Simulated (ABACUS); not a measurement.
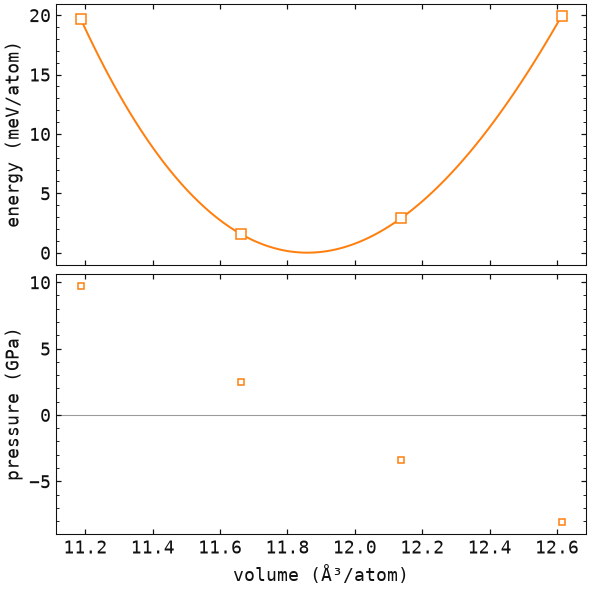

The figure shows the energy and pressure against volume for ZnO, space group P6_3mc (No. 186).

Cell as given: a = 3.249 Å, b = 3.249 Å, c = 5.206 Å, α = 90.00°, β = 90.00°, γ = 120.00°; 4 atoms.

How it was computed, with ABACUS 3.10.1: DFT in plane waves or numerical atomic orbitals with pseudopotentials, no spin polarisation; energies at scaled volumes of the given cell, shape and fractions fixed, counted from the fit's minimum, third-order Birch-Murnaghan fit. Level: r2SCAN.

k mesh 6×6×3; occupations Fermi–Dirac; smearing width 0.05 eV; potentials SG15 ONCV 1.2 PBE; wave cutoff 1320 eV; density cutoff 5279 eV; program settings basis pw.

The numbers behind the figure:

```tsv
volume (Å³/atom)	energy (meV/atom)	pressure (GPa)
11.19	19.70	9.75
11.66	1.57	2.47
12.14	2.92	-3.38
12.61	19.94	-8.10
```

Note: shape and atomic fractions are frozen while scaling, which makes layered, chain and framework solids too stiff.
